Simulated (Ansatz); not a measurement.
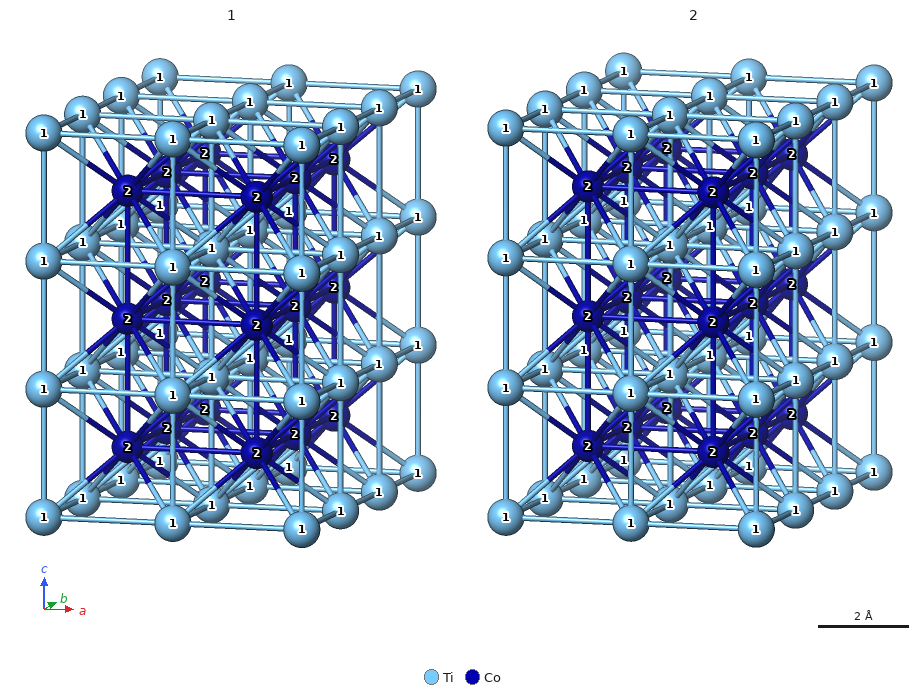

Two geometries of solid TiCo (set up in Pm-3m): one is the relaxed structure, the other was perturbed away from it. Style: ball-and-stick. Shown: the cell of the calculation, repeated 2 × 3 × 3 with one cell outlined, slightly off an axis.

All numbers below come from DFT PBEsol, scalar-relativistic, plane waves, PAW in Ansatz 0.2.0. (plane-wave cutoff 420 eV; k-point mesh 18 × 18 × 18; occupations gaussian; smearing width 0.1 eV; collinear spin)

Which one is perturbed?

Answer. Structure 1 is the perturbed one. Uniaxial strain along a, +3.0 %, is applied. The b and c axes and the atoms are relaxed. Cell: a 2.938 → 3.027 Å (+3.0 %), b = c 2.938 → 2.901 Å (−1.3 %). Volume +0.4 %. The atoms keep their places relative to the cell (all moves are under 0.005 Å). Near-neighbour distances before and after: Ti–Ti 2.938 → 2.901 to 3.027 Å, Co–Co 2.938 → 2.901 to 3.027 Å, Co–Ti 2.545 → 2.549 Å. The space group (tolerance 0.01 Å) goes from Pm-3m (No. 221) to P4/mmm (No. 123). Energy change: +4.0 meV per atom. Pressure: 0.5 GPa before, −0.9 GPa after. The principal stresses (compression positive) are −2.6 GPa along a and none across it. The absolute magnetisation per cell goes from 0.85 to 0.71 μB (net moment 0.74 and 0.59 μB).
